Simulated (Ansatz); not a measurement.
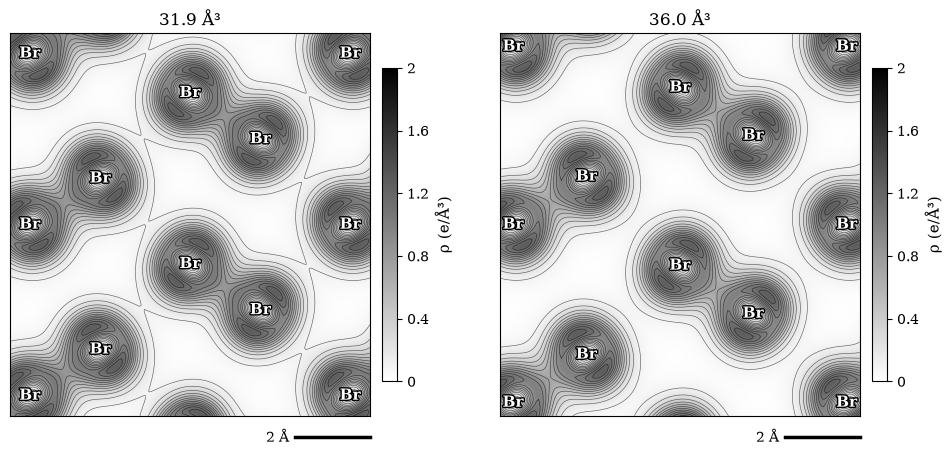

Br. The valence electron density of cells scaled evenly to different volumes (given per atom above each panel), on the (110) plane of each (indices in the axes of the cell below), at one length scale and on one colour scale.

Level of theory: Kohn-Sham DFT of a periodic cell, PBE, Ansatz PAW (Ansatz).

Core electrons are frozen (PAW), and the valence fields are smoothed inside the atomic spheres.

The largest cell:

```
Br
1.0
     3.42921   -2.36810    0.00000
     3.42921    2.36810    0.00000
     0.00000    0.00000    8.87298
Br
4
Cartesian
  3.4292 0.6389 3.4613
  3.4292 1.7292 7.8978
  3.4292 -0.6389 5.4116
  3.4292 -1.7292 0.9751
```

| volume (Å³/atom) | Br–Br contact in the plane (Å) | ρ at its midpoint (e/Å³) | pressure (GPa) | gap on the mesh (eV) | 
| --- | --- | --- | --- | --- |
| 31.95 | 2.240 | 0.819 | 4.1 | 2.11 | 
| 33.99 | 2.287 | ? | ? | ? | 
| 36.03 | 2.332 | 0.695 | 0.2 | 1.72 | 

What values belong in the row with question marks?

Answer. Over the known rows ln ρ falls by 1.78 per Å of Br–Br distance (the line through the two), which gives 0.753 e/Å³ at 2.287 Å; the calculation gives 0.753 e/Å³. For the pressure, a straight line in volume between the neighbouring rows gives 2.1 GPa; the calculation gives 1.8, lower because pressure rises ever faster on compression. For the gap on the mesh, a straight line in volume between the neighbouring rows gives 1.91 eV; the calculation gives 1.90.
